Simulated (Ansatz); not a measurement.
# How much does Ge in Pt(111), 2x2 scatter?

Wanted: the reflection from a plane of defects, Ge in Pt(111), 2x2, and the resistivity it implies.

Main program and level: Ansatz 0.2.0; Ansatz plane-wave DFT, PBE, PAW files; ballistic transport by layer matching (Landauer), zero bias; PAW set soft_1.

**1. The structure**

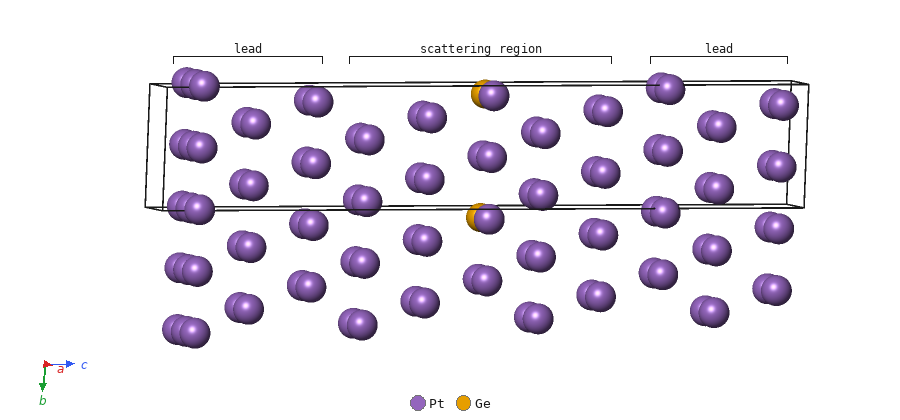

Start, viewed from the side, with the c axis across the page; platinum purple, germanium orange. 1×2×1 cells are drawn. Some periodic images of atoms are drawn too.

The cell holds 44 atoms: 43 Pt and 1 Ge. Its edges and angles: a = 5.546 Å, b = 5.546 Å, c = 24.958 Å, α = 86.8°, β = 93.2°, γ = 120.0°. It derives from Pt. Regions: lead, 24 atoms (24 Pt); scattering region, 20 atoms (19 Pt and 1 Ge). The structure is stacked along c, and the current runs across the ab planes.

**2. Transmission at ideal sites**

The defect sits in one plane of the supercell, all atoms on ideal sites; the layers about the cell's end are the lead. The mesh across the current, 12×12, is finer than the density's, because channels open and close sharply across the zone. Energies from -0.1 to 0.1 eV in steps of 0.05 eV are too few for the program's thermal sum, so it prints no conductance; for a metal the transmission near the Fermi level serves, at a fraction of the cost.

File input.yaml:

```yaml
crystal:
  lattice:
    - [5.5462627489, 0.0, 0.0]
    - [-2.7731313745, 4.8032044366, 0.0]
    - [-1.3865656872, 0.8005340728, 24.9067751428]
  atoms:
    - { symbol: Pt, position: [0.0075757576, 0.9924242424, 0.0454545455] }
    - { symbol: Pt, position: [0.0075757576, 0.4924242424, 0.0454545455] }
    - { symbol: Pt, position: [0.5075757576, 0.9924242424, 0.0454545455] }
    - { symbol: Pt, position: [0.5075757576, 0.4924242424, 0.0454545455] }
    - { symbol: Pt, position: [0.1893939394, 0.3106060606, 0.1363636364] }
    - { symbol: Pt, position: [0.1893939394, 0.8106060606, 0.1363636364] }
    - { symbol: Pt, position: [0.6893939394, 0.3106060606, 0.1363636364] }
    - { symbol: Pt, position: [0.6893939394, 0.8106060606, 0.1363636364] }
    - { symbol: Pt, position: [0.3712121212, 0.1287878788, 0.2272727273] }
    - { symbol: Pt, position: [0.3712121212, 0.6287878788, 0.2272727273] }
    - { symbol: Pt, position: [0.8712121212, 0.1287878788, 0.2272727273] }
    - { symbol: Pt, position: [0.8712121212, 0.6287878788, 0.2272727273] }
    - { symbol: Pt, position: [0.053030303, 0.946969697, 0.3181818182] }
    - { symbol: Pt, position: [0.053030303, 0.446969697, 0.3181818182] }
    - { symbol: Pt, position: [0.553030303, 0.946969697, 0.3181818182] }
    - { symbol: Pt, position: [0.553030303, 0.446969697, 0.3181818182] }
    - { symbol: Pt, position: [0.2348484848, 0.2651515152, 0.4090909091] }
    - { symbol: Pt, position: [0.2348484848, 0.7651515152, 0.4090909091] }
    - { symbol: Pt, position: [0.7348484848, 0.2651515152, 0.4090909091] }
    - { symbol: Pt, position: [0.7348484848, 0.7651515152, 0.4090909091] }
    - { symbol: Ge, position: [0.4166666667, 0.0833333333, 0.5] }
    - { symbol: Pt, position: [0.4166666667, 0.5833333333, 0.5] }
    - { symbol: Pt, position: [0.9166666667, 0.0833333333, 0.5] }
    - { symbol: Pt, position: [0.9166666667, 0.5833333333, 0.5] }
    - { symbol: Pt, position: [0.0984848485, 0.9015151515, 0.5909090909] }
    - { symbol: Pt, position: [0.0984848485, 0.4015151515, 0.5909090909] }
    - { symbol: Pt, position: [0.5984848485, 0.9015151515, 0.5909090909] }
    - { symbol: Pt, position: [0.5984848485, 0.4015151515, 0.5909090909] }
    - { symbol: Pt, position: [0.2803030303, 0.2196969697, 0.6818181818] }
    - { symbol: Pt, position: [0.2803030303, 0.7196969697, 0.6818181818] }
    - { symbol: Pt, position: [0.7803030303, 0.2196969697, 0.6818181818] }
    - { symbol: Pt, position: [0.7803030303, 0.7196969697, 0.6818181818] }
    - { symbol: Pt, position: [0.4621212121, 0.0378787879, 0.7727272727] }
    - { symbol: Pt, position: [0.4621212121, 0.5378787879, 0.7727272727] }
    - { symbol: Pt, position: [0.9621212121, 0.0378787879, 0.7727272727] }
    - { symbol: Pt, position: [0.9621212121, 0.5378787879, 0.7727272727] }
    - { symbol: Pt, position: [0.1439393939, 0.8560606061, 0.8636363636] }
    - { symbol: Pt, position: [0.1439393939, 0.3560606061, 0.8636363636] }
    - { symbol: Pt, position: [0.6439393939, 0.8560606061, 0.8636363636] }
    - { symbol: Pt, position: [0.6439393939, 0.3560606061, 0.8636363636] }
    - { symbol: Pt, position: [0.3257575758, 0.1742424242, 0.9545454545] }
    - { symbol: Pt, position: [0.3257575758, 0.6742424242, 0.9545454545] }
    - { symbol: Pt, position: [0.8257575758, 0.1742424242, 0.9545454545] }
    - { symbol: Pt, position: [0.8257575758, 0.6742424242, 0.9545454545] }
kpoints:
  mp_grid: { grid: [5, 5, 1] }
hamiltonian:
  xc: pbe
  pseudopotentials: { kind: paw, azcp: { folder: soft_1 } }
scf:
  occupations: { method: fermi_dirac, width: 0.1 }
output:
  transmission: { leads: [[0, 4]], kmesh: [12, 12], e_range: [-0.1, 0.1], de: 0.05 }
  write_potential: true
  write_density: true
  volumetric_format: npy
  elf: true
```

Command:

```
$ ansatz run input.yaml --threads 4 --pin off --max-ram 15360MiB --backend cpu --events-out ev --progress --plain --runs-dir out
```

Numbers of over 12 decimals in the logs are rounded to 6 here.

Output:

```text
Engine: ansatz 0.2.0, aarch64-unknown-linux-gnu
Pseudopotentials: kind: paw
Pseudopotential: Pt, paw, valence charge 18, recommended cutoff 420 eV (normal), soft_1/Pt.paw.azcp
Pseudopotential: Ge, paw, valence charge 14, recommended cutoff 420 eV (normal), soft_1/Ge.paw.azcp
Functional definition: PBE
  parameter kappa = 0.804
  parameter beta = 0.066725
  exchange = pbe_x(kappa = kappa, mu = beta*pi^2/3)
  correlation = pbe_c(beta = beta)
Crystal: 44 atoms, lattice volume = 663.512 Å³
Basis set: ecut = 420 eV, 13001 PW (Γ)
Bands: 473, of which v1, the nominal top of the filled ones, is band 394 counted from 1 (393 counted from 0)
Symmetry: 4 space group operations
Space group: C2/m (ITA 12), of the structure as read, at distance tolerance 8.7e-5 Å
k-points: 9 of 25
Non-local potential: Pt, projectors of the file, l = 0: 3, l = 1: 2, l = 2: 2, l = 3: 1
Non-local potential: Ge, projectors of the file, l = 0: 2, l = 1: 2, l = 2: 3, l = 3: 1
PAW form: soft (Blöchl's): semilocal exchange-correlation on the pseudo side does not see the compensation charge
PAW one-centre angular grid: Pt, 590 points (default); XC on 64 Gauss nodes
PAW one-centre angular grid: Ge, 590 points (default); XC on 64 Gauss nodes
Initial density: superposition of atomic densities (chi_scale 0.1, normalization cell, long waves <1 % of neutral atoms (reshape's long-wave potential 1.00 eV rms, cloud 2.56 Å wide))
Initial wavefunctions: pseudopotential atomic-orbital guess
Functional: x = pbe(κ = 0.804, μ = 0.219515), c = pbe(β = 0.066725)
SCF iter   1: F=—  HF=-542896.188683 eV  |F-HF|=—  |Δ(HF+E_count)|=         —  Δρ=1.30e-1  dr2=3.24e3  ethr=3.10e-3  ⟨swp⟩=4.9  Hψ=13103  notcnv=0  defer=115
preconditioner: auto → Kerker (q_TF=auto, 2.808 Å⁻¹)  [metal: Δε(μ)=0.010 eV  Ē_g=9.154 eV  σ=0.100 eV  W_gap=0.02  n_scr=272 (ndim 8)  ℏωp=30.4 eV  f_vac=0.000  D(μ)=39.68/eV (n_scr^D=376)]
SCF iter   2: F=—  HF=-542870.223129 eV  |F-HF|=—  |Δ(HF+E_count)|=    2.60e1  Δρ=6.71e-2  dr2=1.28e3  ethr=3.10e-3  ⟨swp⟩=2.0  Hψ=6819  notcnv=0  defer=362
SCF iter   3: F=—  HF=-542860.458231 eV  |F-HF|=—  |Δ(HF+E_count)|=    9.76e0  Δρ=4.57e-2  dr2=1.56e2  ethr=3.10e-3  ⟨swp⟩=2.6  Hψ=9329  notcnv=0  defer=376
SCF iter   4: F=—  HF=-542858.990092 eV  |F-HF|=—  |Δ(HF+E_count)|=    1.47e0  Δρ=1.56e-2  dr2=8.28e1  ethr=3.10e-3  ⟨swp⟩=2.0  Hψ=7209  notcnv=0  defer=396
SCF iter   5: F=—  HF=-542858.626376 eV  |F-HF|=—  |Δ(HF+E_count)|=   3.64e-1  Δρ=1.30e-2  dr2=5.86e1  ethr=3.10e-3  ⟨swp⟩=2.0  Hψ=3906  notcnv=0  defer=396
SCF iter   6: F=—  HF=-542858.454069 eV  |F-HF|=—  |Δ(HF+E_count)|=   1.72e-1  Δρ=6.88e-3  dr2=1.51e1  ethr=3.10e-3  ⟨swp⟩=1.0  Hψ=3861  notcnv=0  defer=396
SCF iter   7: F=—  HF=-542858.366505 eV  |F-HF|=—  |Δ(HF+E_count)|=   8.76e-2  Δρ=2.29e-3  dr2=1.43e0  ethr=1.92e-3  ⟨swp⟩=1.0  Hψ=3861  notcnv=0  defer=396
SCF iter   8: F=—  HF=-542858.360706 eV  |F-HF|=—  |Δ(HF+E_count)|=   5.80e-3  Δρ=5.36e-4  dr2=4.36e-2  ethr=1.82e-4  ⟨swp⟩=1.0  Hψ=4086  notcnv=0  defer=396
SCF iter   9: F=—  HF=-542858.360495 eV  |F-HF|=—  |Δ(HF+E_count)|=   2.11e-4  Δρ=5.70e-5  dr2=1.02e-4  ethr=5.53e-6  ⟨swp⟩=1.0  Hψ=3976  notcnv=0  defer=396
SCF iter  10: F=—  HF=-542858.360519 eV  |F-HF|=—  |Δ(HF+E_count)|=   2.40e-5  Δρ=1.89e-5  dr2=1.07e-5  ethr=1.29e-8  ⟨swp⟩=2.0  Hψ=4097  notcnv=0  defer=396
SCF iter  11: F=—  HF=-542858.361296 eV  |F-HF|=—  |Δ(HF+E_count)|=   7.77e-4  Δρ=3.93e-6  dr2=7.41e-7  ethr=1.35e-9  ⟨swp⟩=2.0  Hψ=4179  notcnv=0  defer=396
SCF iter  12: F=-542858.361296 eV  HF=-542858.361296 eV  |F-HF|=5.84e-8  |Δ(HF+E_count)|=   1.84e-8  Δρ=1.08e-6  dr2=6.16e-8  ethr=1.27e-11  ⟨swp⟩=8.2  Hψ=13658  notcnv=0
SCF 1 converged in 12 iterations: F = -542858.361296 eV  dr2 = 6.16e-8
  greatest PAW one-centre occupation: 1.000 electrons in one spin orbital (limit 2), on the Pt atom at site 25 (counted from 0), in its partial waves of l = 0
transmission: 192 of 1892 steps passed
transmission: 380 of 1892 steps passed
[...]
transmission: 1892 of 1892 steps passed
SCF converged after 12 iterations
Free energy (F): -542858.361296 eV
Harris-Foulkes:  -542858.361296 eV  (|F-HF|=5.84e-8)
Internal energy: -542856.031490 eV  (E = F + TS)
E sigma→0 (E₀):  -542857.196393 eV
Entropy (-TS):   -2.329806 eV (-52.950 meV/atom)
Fermi energy:    23.230263 eV
--- Per-component energies (eV) ---
  E_band       = -5619.959787
  E_kinetic    = 25786.927798
  E_local      = -63256.823030  (includes V_loc(G=0)·N_el)
  E_nonlocal   = 8984.942936
  E_hartree    = 24282.785619
  E_xc         = -10074.903872
  E_vxc        = -11753.001481  (∫ρ·V_xc dr)
  E_paw        = -409822.125078  (= ΣΔE_a)
  E_vpaw       = -13947.627370  (= ΣTr[D̂ρ^β])
  E_aug_tail   = 0.047950  (compensation charges beyond the density's cutoff)
  E_ewald      = -118756.883813
  E_smearing   = -2.329806  (= −TS)
  E_closure    = -0.000000  (closes the sum)
  Σ components = -542858.361296   (vs F -542858.361296, Δ=0.00e0)
--- Band table (eV; the first three rows and the last of 9) ---
  k-point 0: bands = [... 390 lower, 23.4053, 23.4053, 23.4223, 23.4497, 23.4594, 23.4822, 23.4974, 23.5021, ... 75 higher]
  k-point 1: bands = [... 390 lower, 23.1778, 23.2055, 23.2332, 23.2557, 23.2758, 23.2886, 23.3219, 23.3296, ... 75 higher]
  k-point 2: bands = [... 390 lower, 23.1862, 23.2069, 23.2338, 23.2781, 23.2828, 23.3086, 23.3585, 23.3661, ... 75 higher]
  k-point 8: bands = [... 390 lower, 23.1660, 23.1861, 23.2525, 23.2813, 23.2862, 23.3264, 23.3637, 23.4026, ... 75 higher]
--- Transmission ---
  basis      : 241 plane waves across, 44 finite elements along
  points     : 43, standing for a mesh of 12 x 12
  energies   : 5 from -0.100000 to 0.100000 eV about the Fermi level, 0.050000 eV apart; the leads are filled to 0.000000 eV, and channels, transmission and decay are at 0.000000 eV
  crystal 0  : Pt4, at the sites [0, 4], period 2.2643 Å, over 22.64 Å; its Hamiltonian steps by up to 6.5 meV
    offset         : up to 0.0000 Å between an atom of the period and one for which it stands
    channels       : 7.368056e0 a spin
    conductance    : none, the energies end too early or step too widely for 300 K: set another output.transmission.e_range or a lower de, or, where they end at an eighth of basis.ecutwfc, a higher one
  junction   : crystal 0 to crystal 0, 0.70 to 23.34 Å
    transmission   : 4.655323e0 a spin
    conductance    : none, the energies end too early or step too widely for 300 K: set another output.transmission.e_range or a lower de, or, where they end at an eighth of basis.ecutwfc, a higher one
```

The job ended after 7 min (4 threads of Arm Neoverse V1, shared host; peak memory 5.8 GiB).

The column dr2 measures how far the density is from self-consistency, as an energy; F and HF (Harris–Foulkes) agree once it is small.

Numbers from this step:

| Property | Result |
| --- | --- |
| free energy | -542858.3613 eV |
| energy at zero smearing | -542857.1964 eV |
| Fermi energy | 23.23 eV |
| cell area | 26.64 Å² |
| transmission per spin nearest the Fermi level | 4.655 |
| open channels per spin nearest the Fermi level | 7.368 |
| step of the lead's potential | 6.5 meV |

Per spin. Transmission, zone mean against energy, zero at the Fermi level:

| energy (eV) | transmission, zone mean |
| --- | --- |
| -0.1000 | 5.06 |
| -0.0500 | 4.88 |
| 0.0000 | 4.66 |
| 0.0500 | 3.98 |
| 0.1000 | 3.66 |

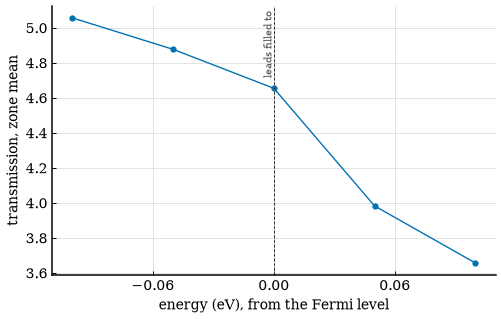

Transmission, zone mean, plotted against energy.

Per spin. Open channels, zone mean, lead against energy, zero at the Fermi level:

| energy (eV) | open channels, zone mean, lead |
| --- | --- |
| -0.1000 | 7.89 |
| -0.0500 | 7.60 |
| 0.0000 | 7.37 |
| 0.0500 | 5.97 |
| 0.1000 | 5.35 |

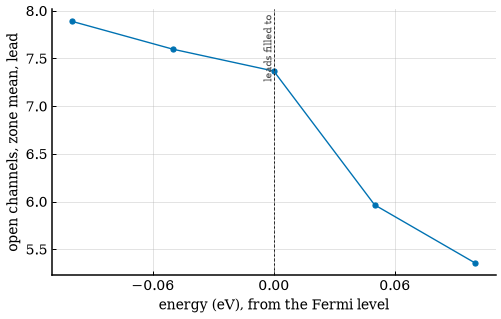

Open channels, zone mean, lead, plotted against energy.

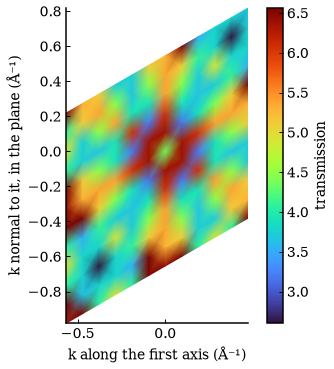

Transmission over k1 and k2. At 0.0000 eV from the Fermi level.

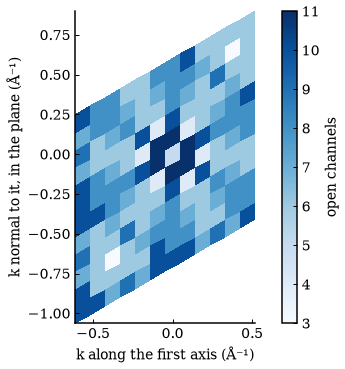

Open channels over k1 and k2. At 0.0000 eV from the Fermi level.

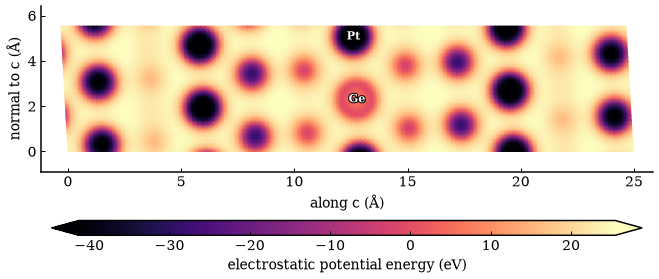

Electrostatic potential energy in the ca plane at fractional y = 0.083, with atoms of Ge and Pt within 0.2 Å of it. With pseudopotentials it is smooth inside the atoms' cores, unlike the true potential.

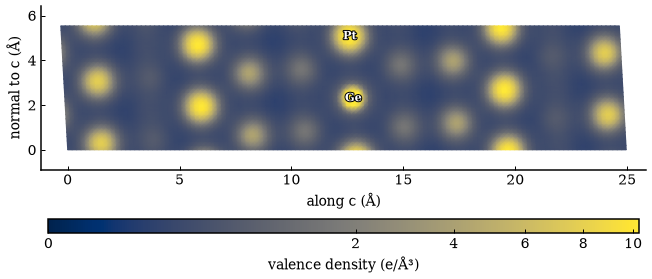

Valence density in the ca plane at fractional y = 0.083, with atoms of Ge and Pt within 0.2 Å of it. It is the smooth field of the valence electrons, not physical close to the nuclei. The colour scale is stretched toward low values.

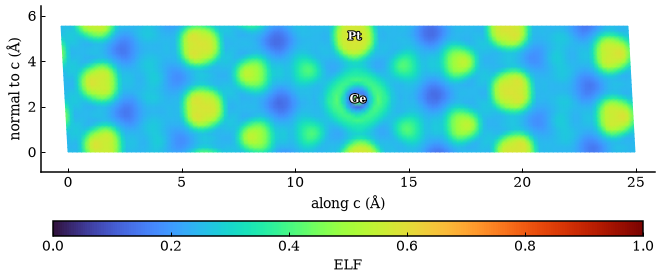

ELF in the ca plane at fractional y = 0.083, with atoms of Ge and Pt within 0.2 Å of it. It is the smooth field of the valence electrons, not physical close to the nuclei.

Over the solved energies the transmission per spin lies between 3.66 and 5.06, out of 6.83 channels of the lead on average (up to 7.89).

**3. Resistance at ideal sites**

This step: Ansatz plane-wave DFT, PBE, PAW files; ballistic transport by layer matching (Landauer), zero bias; area resistance of the defect plane and resistivity an atomic per cent; PAW set soft_1 (Ansatz 0.2.0).

Numbers from this step:

| Item | Value |
| --- | --- |
| area resistance | 0.2703 fΩ m² |
| T over the leads' mean channel count | 0.6458 |
| resistivity per at.% scaled from this dense plane, with the factor 3/4 for isotropic scattering | 3.582 µΩ cm |

Averaged over the energies near the Fermi level, 64.6 % of the channels pass, which makes 0.270 fΩ m².

By hand, with T and the leads' channels N averaged over the energies near the Fermi level: RA = A (h/2e²)(1/T − 1/N) = 26.64×10⁻²⁰ m² × 12 906 Ω × (1/4.505 − 1/6.977) = 0.270 fΩ m². Per atomic per cent: RA × A / V_atom × 0.01 × 3/4 = 3.58 µΩ cm, with the host's V_atom = 15.08 Å³.

**4. Outcome**

```json
{
 "share of channels that pass, rigid": "0.646",
 "area resistance, rigid": "0.270 fΩ m²",
 "resistivity per at.% from the area resistance, times 3/4, rigid": "3.58 µΩ cm"
}
```

**Reading.** The plane of defects adds 0.27 fΩ m². Scaled to one atomic per cent that is 4.8 µΩ cm as it stands and 3.6 with the factor 3/4 for isotropic scattering on a spherical Fermi surface; with the reflection in place of the resistance taken as linear in the density it would be 2.3. These are rough estimates of the dilute value, not bounds. One Ge in each 2x2 cell reflects 35 % of the lead's channels. The defects form a dense periodic sheet that scatters coherently, unlike a dilute random alloy. T and N are means over the solved energies nearest the Fermi level. Spin-orbit coupling is left out, which matters for Pt.

[Logs are printed without paths, hosts, clocks, repeated set-up lines and the standing remarks that a program may print on its own settings, such as how far it seeks lower states.]

[Hosts, paths, dates, database ids (printed as entryN), source tags and the programs' standing remarks are cut or masked in the printed files.]
